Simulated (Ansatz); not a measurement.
Cell and atoms:

```
Sc Al
1.0
     3.31038    0.00000    0.00000
     0.00000    3.31038    0.00000
     0.00000    0.00000    3.31038
Sc Al
1 1
Direct
  0.50000 0.50000 0.50000
  0.00000 0.00000 0.00000
```

> What would you see if this were drawn?

The stoichiometry is ScAl. Space group: Pm-3m (No. 221). Lattice: primitive cubic. Prototype: caesium chloride (CsCl, B2) type. With Z = 1, the cell contains 1 Sc, 1 Al. The coordination shell of Sc holds eight Al in a cubic arrangement at 2.87 Å. Each Al is bonded to eight Sc in a cubic arrangement at 2.87 Å. The bonds build a three-dimensional framework.

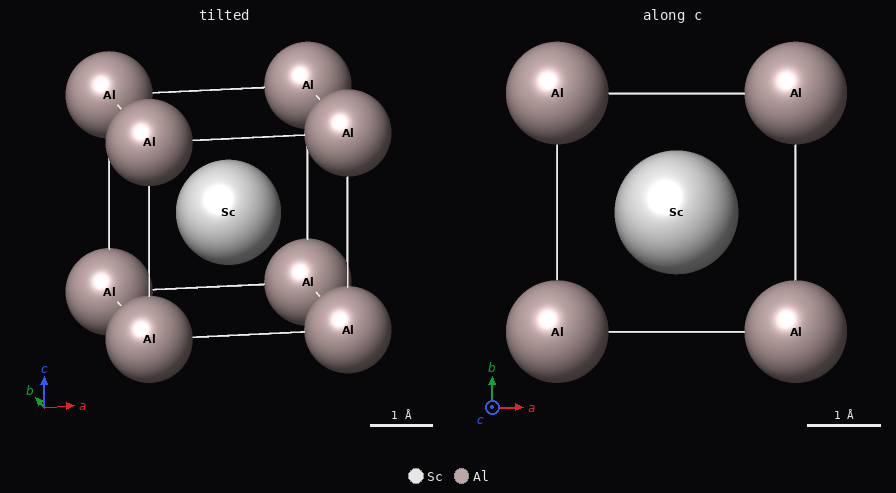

We look at a spheres-only model of the crystal slightly off an axis and along the c axis. The edges of the conventional unit cell are marked.

The structure comes from a structure listed in the Materials Project. Earlier steps of the study may have refined or changed the cell and positions. A calculation with Ansatz used it as input.
